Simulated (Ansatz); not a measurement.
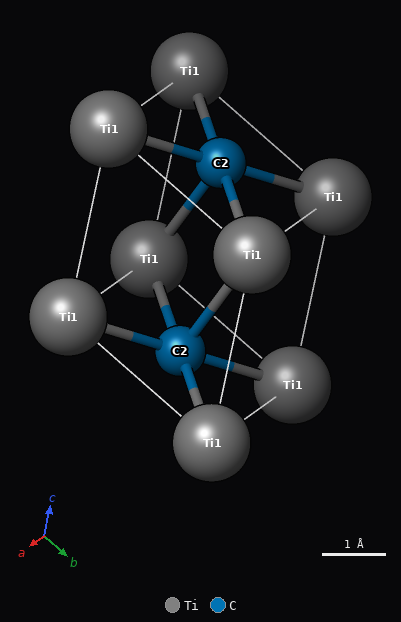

Fig. 1: The input geometry (ball-and-stick view of the reduced cell, seen slightly off an axis; atoms are numbered from 1 in the order of the input). An atom can appear more than once, as a periodic image. Near neighbours in the periodic cell (some may lie outside the picture): Ti has 6 C at 2.16 to 2.20 Å; C has 6 Ti at 2.16 to 2.20 Å.

# Single-point calculation of TiC

System: TiC (I4/mmm, 2 atoms in the cell).
Method: DFT r2SCAN, scalar-relativistic, plane waves, PAW, no spin polarisation (Ansatz 0.2.0).

The structure derives from an entry of the Crystallography Open Database. It belongs to a series of runs on one base structure; here: strain +0.000 along x and y, +0.015 along z, atoms carried along. Figures and captions count atoms from 1; the log counts them from 0 in places.

### Log
```
Engine: ansatz 0.2.0, x86_64-unknown-linux-gnu
Pseudopotentials: kind: paw
Pseudopotential: Ti, paw, valence charge 12, recommended cutoff 500 eV (meta_gga), Ti.paw.azcp
Pseudopotential: C, paw, valence charge 4, recommended cutoff 500 eV (meta_gga), C.paw.azcp
Functional definition: r2SCAN
  parameter k0 = 0.174
  parameter k1 = 0.065
  parameter a1 = 4.9479
  exchange = r2scan_x(k0 = k0, k1 = k1, a1 = a1)
  correlation = r2scan_c
Crystal: 2 atoms, lattice volume = 20.572 Å³
Basis set: ecut = 500 eV, 533 PW (Γ), exchange–correlation on 96×96×96 points (64 copies of the dense FFT grid, shifted against one another)
Bands: 12, of which v1, the nominal top of the filled ones, is band 8 counted from 1 (7 counted from 0)
Symmetry: 16 space group operations
Space group: I4/mmm (ITA 139), of the structure as read, at distance tolerance 2.7e-5 Å
k-points: 480 of 5832
Non-local potential: Ti, projectors of the file, l = 0: 3, l = 1: 2, l = 2: 3, l = 3: 1
Non-local potential: C, projectors of the file, l = 0: 2, l = 1: 2, l = 2: 1
PAW form: soft (Blöchl's): semilocal exchange-correlation on the pseudo side does not see the compensation charge
PAW frozen core: Ti, regenerated for the run's functional (the file was generated under x = pbe(κ = 0.804, μ = 0.2195149727645171), c = pbe(β = 0.06672455060314922))
PAW frozen core: C, regenerated for the run's functional (the file was generated under x = pbe(κ = 0.804, μ = 0.2195149727645171), c = pbe(β = 0.06672455060314922))
PAW one-centre angular grid: Ti, 590 points (default); XC on 160 Gauss nodes
PAW one-centre angular grid: C, 302 points (default); XC on 239 of its mesh's 2573 points in the sphere
Initial density: superposition of atomic densities (neutral atoms: chi_scale 0, normalization atom), corrected by the library's trained network
Initial wavefunctions: pseudopotential atomic-orbital guess
Functional: x = r2scan, c = r2scan; τ floored in thin density (d = 2e-4 eV/Å³)
SCF iter   1: F=—  HF=-2757.957806 eV  |F-HF|=—  |Δ(HF+E_count)|=         —  Δρ=1.89e-2  dr2=7.99e-2  dr2_τ=1.35e-1  ethr=1.77e-3  ⟨swp⟩=4.5  Hψ=29950  notcnv=0
preconditioner: auto → none  [metal: Δε(μ)=0.041 eV  Ē_g=8.496 eV  σ=0.150 eV  W_gap=0.15  n_scr=8 (ndim 8)  ℏωp=23.2 eV  f_vac=0.000  D(μ)=0.24/eV (n_scr^D=0)  sad-step TF]
SCF iter   2: F=—  HF=-2758.006895 eV  |F-HF|=—  |Δ(HF+E_count)|=   4.91e-2  Δρ=6.32e-3  dr2=3.32e-3  dr2_τ=1.85e-3  ethr=4.99e-4  ⟨swp⟩=2.0  Hψ=13471  notcnv=0  defer=3
SCF iter   3: F=—  HF=-2758.008882 eV  |F-HF|=—  |Δ(HF+E_count)|=   1.99e-3  Δρ=3.21e-3  dr2=8.09e-4  dr2_τ=7.22e-5  ethr=2.08e-5  ⟨swp⟩=1.6  Hψ=6349  notcnv=0  defer=3
SCF iter   4: F=—  HF=-2758.009560 eV  |F-HF|=—  |Δ(HF+E_count)|=   6.78e-4  Δρ=8.44e-4  dr2=7.87e-5  dr2_τ=4.19e-6  ethr=5.06e-6  ⟨swp⟩=2.5  Hψ=7792  notcnv=0  defer=3
SCF iter   5: F=—  HF=-2758.009606 eV  |F-HF|=—  |Δ(HF+E_count)|=   4.60e-5  Δρ=1.12e-4  dr2=1.18e-6  dr2_τ=1.10e-7  ethr=4.92e-7  ⟨swp⟩=2.1  Hψ=7507  notcnv=0  defer=3
SCF iter   6: F=-2758.009607 eV  HF=-2758.009607 eV  |F-HF|=1.68e-8  |Δ(HF+E_count)|=   8.54e-7  Δρ=1.82e-5  dr2=3.36e-8  dr2_τ=4.78e-9  ethr=6.25e-10  ⟨swp⟩=9.0  Hψ=39218  notcnv=0
SCF 1 converged in 6 iterations: F = -2758.009607 eV  dr2 = 3.36e-8
  greatest PAW one-centre occupation: 1.001 electrons in one spin orbital (limit 2), on the Ti atom at site 0 (counted from 0), in its partial waves of l = 1
SCF converged after 6 iterations
Free energy (F): -2758.009607 eV
Harris-Foulkes:  -2758.009607 eV  (|F-HF|=1.68e-8)
Internal energy: -2758.006670 eV  (E = F + TS)
E sigma→0 (E₀):  -2758.008139 eV
Entropy (-TS):   -0.002937 eV (-1.469 meV/atom)
Fermi energy:    14.543511 eV
--- Per-component energies (eV) ---
  E_band       = -129.408375
  E_kinetic    = 362.079856
  E_local      = -780.274405  (includes V_loc(G=0)·N_el)
  E_nonlocal   = 30.775568
  E_hartree    = 315.134757
  E_xc         = -142.127010
  E_vxc        = -200.464180  (∫ρ·V_xc dr)
  E_paw        = -1155.919183  (= ΣΔE_a)
  E_vpaw       = -184.260389  (= ΣTr[D̂ρ^β])
  E_aug_tail   = 0.000098  (compensation charges beyond the density's cutoff)
  E_vtau       = 12.464764  (kinetic-family band-sum trace: ∫τ·v_τ [+ j·A + Jᵃ·Aᵃ] dr)
  E_ewald      = -1387.398120
  E_core_change = -0.278231  (= ΣΔE_core)
  E_smearing   = -0.002937  (= −TS)
  E_closure    = 0.000000  (closes the sum)
  Σ components = -2758.009607   (vs F -2758.009607, Δ=0.00e0)
--- Forces (eV/Å), atoms counted from 1 ---
  atom   1  Ti    -0.00000000    -0.00000000     0.00000000
  atom   2  C      0.00000000     0.00000000     0.00000000
  max |Σ_I F_I| component: 4.73e-30 eV/Å
--- Stress (GPa, compression-positive) ---
       -1.912083       0.000000       0.000000
        0.000000      -1.912083       0.000000
        0.000000       0.000000      -7.334196
  P = ⅓ Tr σ = -3.7195 GPa (-37.195 kbar)
--- Band table (eV; the first three rows and the last of 480) ---
  k-point 0: bands = ["-44.5057", "-19.4903", "-19.4710", "-19.4710", "1.3550", "15.2976", "15.4156", "15.4156", "16.1587", "16.1824", "16.2125", "16.2125"]
  k-point 1: bands = ["-44.5036", "-19.4986", "-19.4795", "-19.4722", "1.4264", "14.9411", "15.0979", "15.1769", "15.6101", "15.6569", "16.4531", "17.0990"]
  k-point 2: bands = ["-44.4975", "-19.5379", "-19.4885", "-19.4756", "1.6371", "14.1338", "14.3496", "14.4127", "15.6906", "15.7377", "16.7969", "18.0706"]
  k-point 479: bands = ["-44.4149", "-19.9083", "-19.6273", "-19.6273", "3.6325", "10.7623", "13.0607", "14.4664", "14.4664", "17.2304", "18.2088", "18.2088"]
```

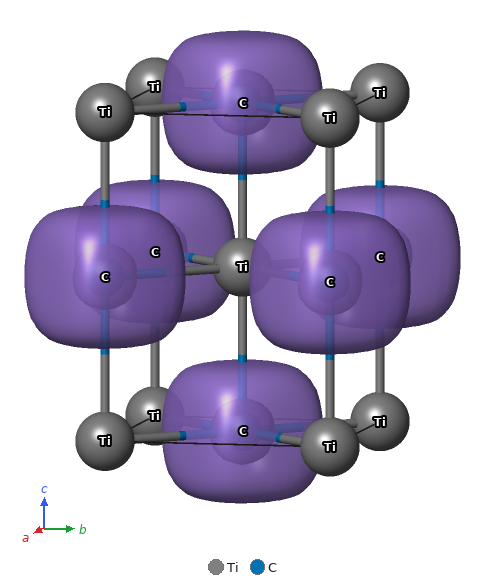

Fig. 2: Isosurface of the electron localisation function at 0.6 (purple), seen slightly off an axis. Core shells and regions of very low density are left out. Sticks mark near contacts. The outline is the cell set on symmetry axes. Profiles from the grid: Ti–C (2.16 Å): the ELF is about 0.30 at the midpoint; a polar contact without a shared pair, in a metal. In a PAW calculation such maps are meaningful between the atoms, not at the nuclei.

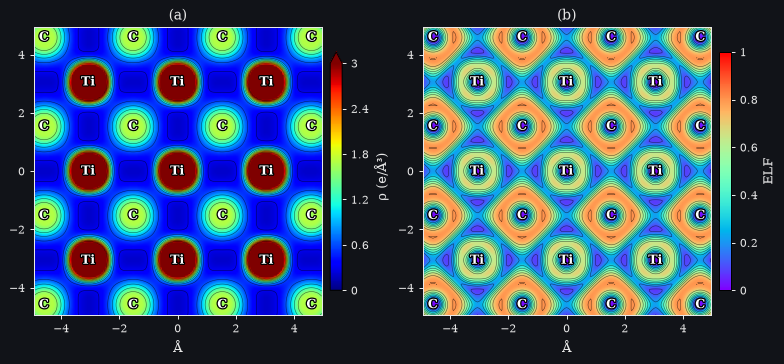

Fig. 3: (a) valence electron density; (b) electron localisation function on the (001) plane of the conventional cell. Ti–C (2.16 Å): the density is about 0.52 e/Å³ at the midpoint; the ELF is about 0.30 at the midpoint; no shared pair; the contact is polar. Away from the nuclei the density in this plane falls to 0.2 e/Å³ at its lowest. The strong features right at Ti lie inside the PAW spheres (semicore, d or f shells) and say nothing about bonding.

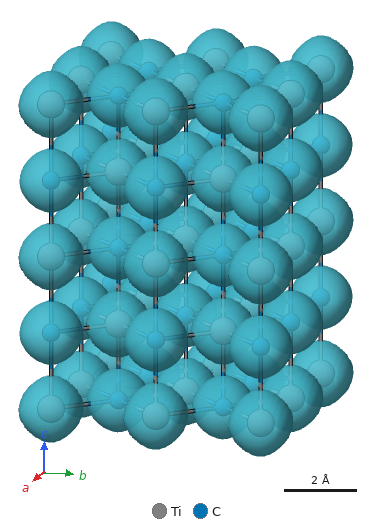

Fig. 4: Isosurface of the valence electron density at 0.6 e/Å³ (cyan), seen slightly off an axis. Sticks mark near contacts. The outline is the cell set on symmetry axes. At this value the density breaks into separate islands; it holds about 70 % of the electrons treated as valence (semicore included). It is pinched off along the Ti–C (2.16 Å) contacts. On the grid the lowest density along these lines, outside the cores, is 0.52 e/Å³ (Ti–C, 2.16 Å).

This output came from the following input.

### The input
```yaml
crystal:
  lattice:
    - [0.0, 2.164, 2.19646]
    - [2.164, 0.0, 2.19646]
    - [2.164, 2.164, 0.0]
  atoms:
    - { symbol: Ti, position: [0.0, 0.0, 0.0] }
    - { symbol: C, position: [0.5, 0.5, 0.5] }
basis:
  ecutwfc: 500
kpoints:
  mp_grid: { grid: [18, 18, 18] }
hamiltonian:
  xc: r2scan
scf:
  occupations: { method: gaussian, width: 0.15 }
output:
  forces: true
  stress: true
  eigenvalues: true
  write_density: true
  write_potential: true
  elf: true
  volumetric_format: npy
```

Launched with:
```bash
ansatz run input.yaml --threads 1 --pin off --max-ram 2560MiB --backend cpu --events-out ev --progress --plain --runs-dir out
```

### Results in brief

| quantity | value |
| --- | --- |
| outcome | converged |
| space group (tolerance 0.01 Å) | I4/mmm (139) |
| electrons treated | 16 |
| free energy | −2758.0096 eV |
| Fermi energy | 14.544 eV |
| gap on the k-point mesh | none (metallic) |
| pressure | −3.72 GPa |
| largest force (length of the vector) | under 0.001 eV/Å |
| hardware | 1 thread of AMD EPYC (Zen 3), 192 GiB of memory available, shared host |
| wall time | 19 s |
| peak memory | 0.53 GiB |
